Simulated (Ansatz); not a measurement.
Start from this file.

```cif
data_structure
_symmetry_space_group_name_H-M 'P 1'
_symmetry_Int_Tables_number 1
_cell_length_a 6.9342
_cell_length_b 4.0035
_cell_length_c 13.1527
_cell_angle_alpha 90.000
_cell_angle_beta 90.000
_cell_angle_gamma 90.000
_cell_volume 365.13
loop_
_atom_site_label
_atom_site_type_symbol
_atom_site_fract_x
_atom_site_fract_y
_atom_site_fract_z
_atom_site_occupancy
Ge1 Ge 0.00000 0.00000 0.40684 1
Ge2 Ge 0.00000 0.00000 0.59316 1
Ge3 Ge 0.00000 0.00000 0.90684 1
Ge4 Ge 0.00000 0.00000 0.09316 1
Ge5 Ge 0.36050 0.00000 0.33901 1
Ge6 Ge 0.16667 0.50000 0.65588 1
Ge7 Ge 0.16667 0.50000 0.84412 1
Ge8 Ge 0.33333 0.00000 0.15588 1
Ge9 Ge 0.50000 0.50000 0.40684 1
Ge10 Ge 0.50000 0.50000 0.59316 1
Ge11 Ge 0.50000 0.50000 0.90684 1
Ge12 Ge 0.50000 0.50000 0.09316 1
Ge13 Ge 0.86050 0.50000 0.33901 1
Ge14 Ge 0.66667 0.00000 0.65588 1
Ge15 Ge 0.66667 0.00000 0.84412 1
Ge16 Ge 0.83333 0.50000 0.15588 1
```

Say what kind of structure these coordinates give.

The element is germanium. Space group Cm (No. 8), lattice base-centred monoclinic. The cell holds 16 atoms. Each Ge atom is coordinated by four Ge in a distorted tetrahedral arrangement at 2.40 to 2.65 Å. The bonds build a three-dimensional framework.

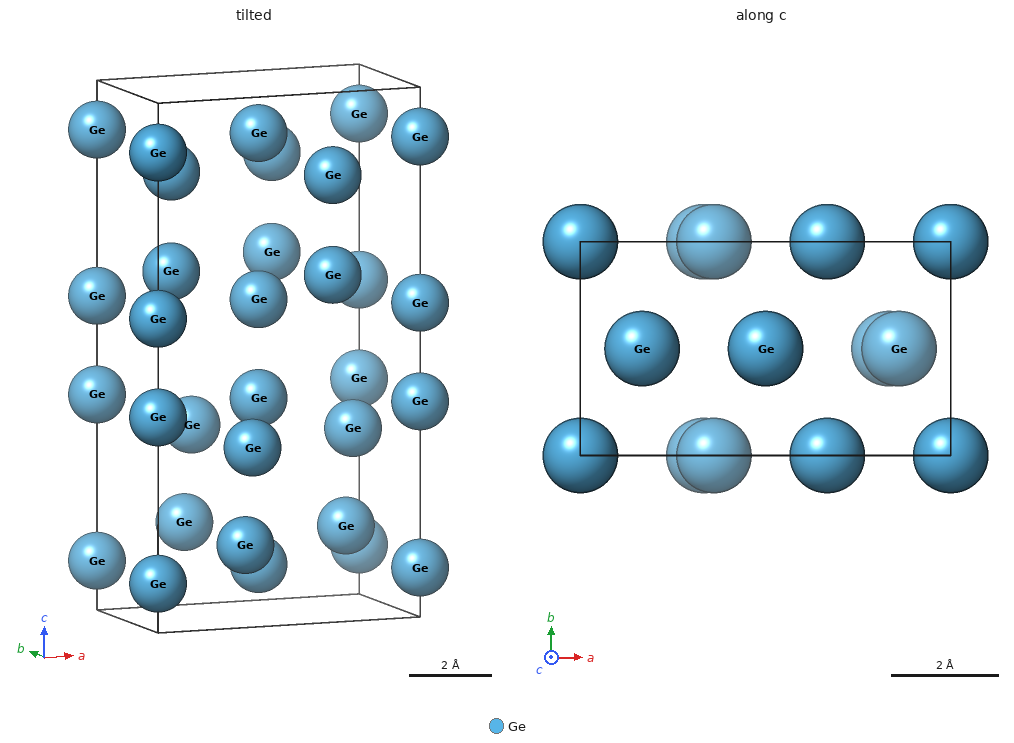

Drawn in the spheres-only manner and seen slightly off an axis and along the c axis. The wireframe shows the conventional unit cell. Colours: germanium blue.

Origin of the cell: a structure listed in the Materials Project. The cell was then strained or its atoms displaced on purpose. A calculation with Ansatz used it as input.

At this level of theory the run's own cell isn't at rest (forces up to 1.7 eV/Å), so its distances can differ from those at equilibrium, the more so the softer the solid.
